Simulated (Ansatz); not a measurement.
Cell and atoms:

```cif
data_structure
_symmetry_space_group_name_H-M 'P 1'
_symmetry_Int_Tables_number 1
_cell_length_a 3.4336
_cell_length_b 3.4336
_cell_length_c 5.3269
_cell_angle_alpha 90.000
_cell_angle_beta 90.000
_cell_angle_gamma 90.000
_cell_volume 62.80
loop_
_atom_site_label
_atom_site_type_symbol
_atom_site_fract_x
_atom_site_fract_y
_atom_site_fract_z
_atom_site_occupancy
Hf1 Hf 0.50000 0.50000 0.50000 1
Hf2 Hf 0.00000 0.00000 0.00000 1
O1 O 0.00000 0.50000 0.69810 1
O2 O 0.50000 0.00000 0.80190 1
O3 O 0.50000 0.00000 0.30190 1
O4 O 0.00000 0.50000 0.19810 1
```

Interpret the file: composition, symmetry and coordination.

Answer. Composition: HfO₂. Space group P4_2/nmc (No. 137), lattice primitive tetragonal. With Z = 2, the cell contains 2 Hf, 4 O. The coordination shell of Hf holds eight O in a distorted cubic arrangement at 2.02 to 2.35 Å. O is surrounded by four Hf in a distorted tetrahedral arrangement at 2.02 to 2.35 Å. Not all metal-metal contacts are counted. The bonds build a three-dimensional framework.

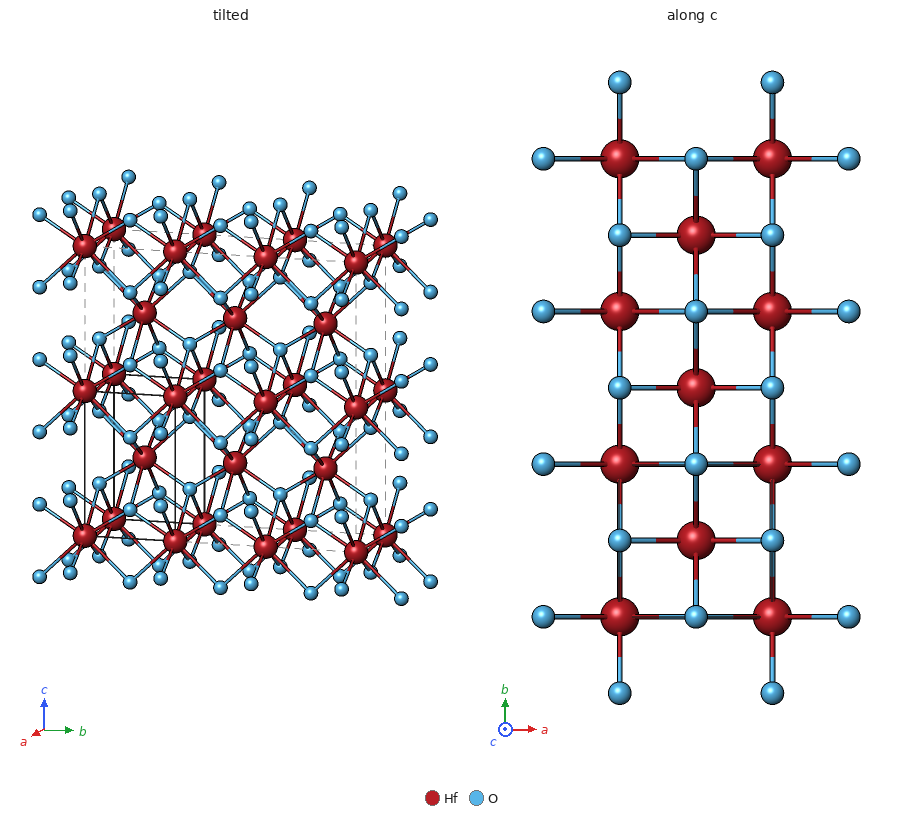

The figure gives a ball-and-stick picture of the atoms, viewed slightly off an axis and along the c axis. The drawing covers 1×3×2 cells, and the solid lines enclose one conventional unit cell. A few atoms beyond the faces are included.

The cell started as a structure listed in the Materials Project. The cell was then strained or its atoms displaced on purpose. It went into a calculation with Ansatz.

At this level of theory the cell isn't at rest (compressed, at 18 GPa), so its distances can differ from those at equilibrium, the more so the softer the solid.
